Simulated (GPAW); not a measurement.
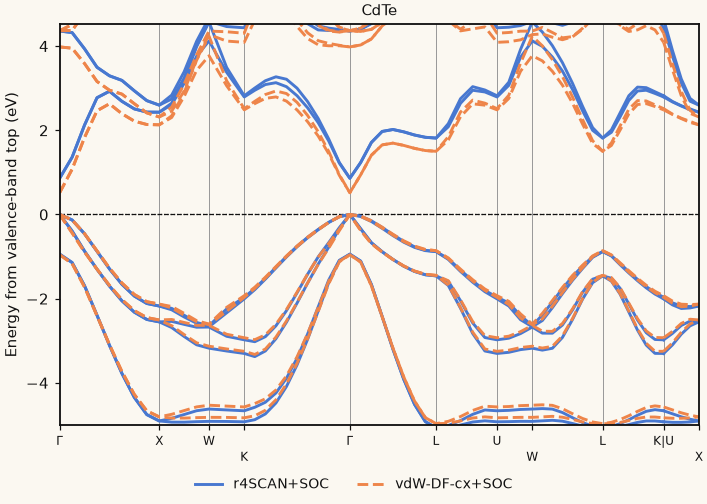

Band structures of zincblende CdTe, space group F-43m, 2 atoms in the primitive cell (cubic a = 6.410 Å), by two methods on the same cell. Each is counted from its own valence-band top.

What changes from one method to the other?

Answer. r4SCAN+SOC gives a gap of 0.86 eV along the path and vdW-DF-cx+SOC gives a gap of 0.52 eV along the path. Over the top 3 filled bands the two differ by 0.03 eV on average.

Settings. r4SCAN+SOC: GPAW PAW data sets (gpaw-data 1.2.1), spin-orbit coupling, no magnetisation, 6×6×6 k mesh, 600 eV cutoff, Fermi-Dirac smearing of 0.05 eV (GPAW). vdW-DF-cx+SOC: GPAW PAW data sets (gpaw-data 1.2.1), spin-orbit coupling, no magnetisation, 6×6×6 k mesh, 600 eV cutoff, Fermi-Dirac smearing of 0.05 eV (GPAW).

Spin-orbit coupling was added after a scalar SCF, so levels and gaps hold it while energy, forces, pressure and moments don't. This program's spin-orbit splittings come out too wide for heavy elements. The PAW data sets were made with another functional. LDA, GGA and most meta-GGA functionals understate gaps.
